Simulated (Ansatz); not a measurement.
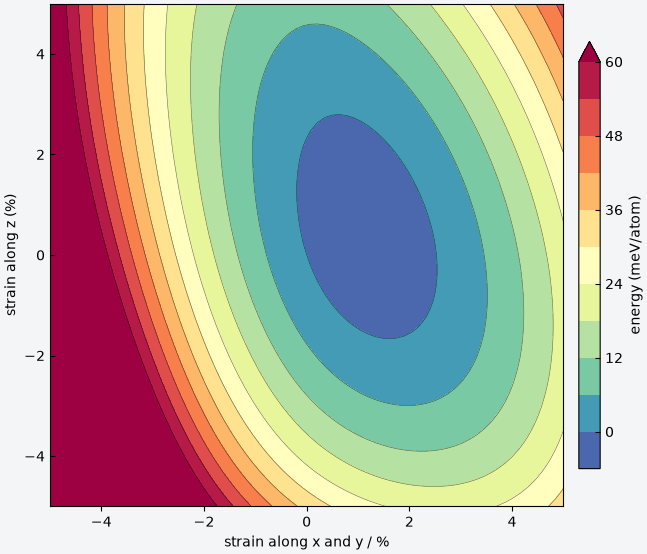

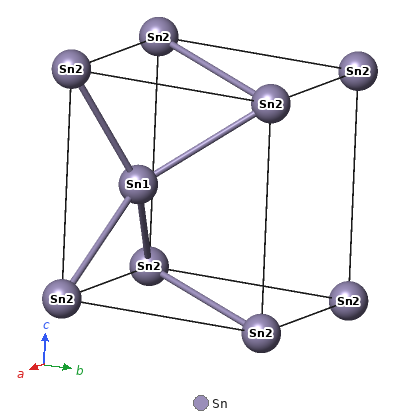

Energy landscape of Sn (I4_1/amd, No. 141; 2 atoms in the cell). The cell is strained homogeneously, by one strain along x and y and another along z, with fractional coordinates fixed (x along [1 0 0], z along [0 0 1] of the conventional cell). The first coordinate is: strain along x and y; the second: strain along z. The grid has 5 × 5 points. Points are written as (first, second). Energies are in meV/atom, from the unstrained cell. The reference cell is the one listed in the database, not relaxed at this level. These are results of DFT PBE, scalar-relativistic, plane waves, PAW (Ansatz), not measurements. Settings: cutoff 420 eV, k-mesh 16×16×16, gaussian smearing 0.15 eV, no spin polarisation.

In the figure: filled contours, one colour for all values above the top of the scale. Between grid points the surface is interpolated. The second picture is the reference structure.

### Where are the wells?

The lowest grid point is at (2.5 %, 0.0 %), 0 meV/atom from the unstrained cell. The bottom of the well lies between grid points, at about (1.2 %, 0.4 %), about 3.4 meV/atom lower on the interpolated surface. No other kind of well shows on this grid. The highest grid point, (−5.0 %, −5.0 %), lies 161 meV/atom above the lowest. Round the minimum the valley is somewhat tilted: raising strain along x and y shifts the best value of strain along z downwards (coupling k₁₂/√(k₁₁k₂₂) about 0.3).
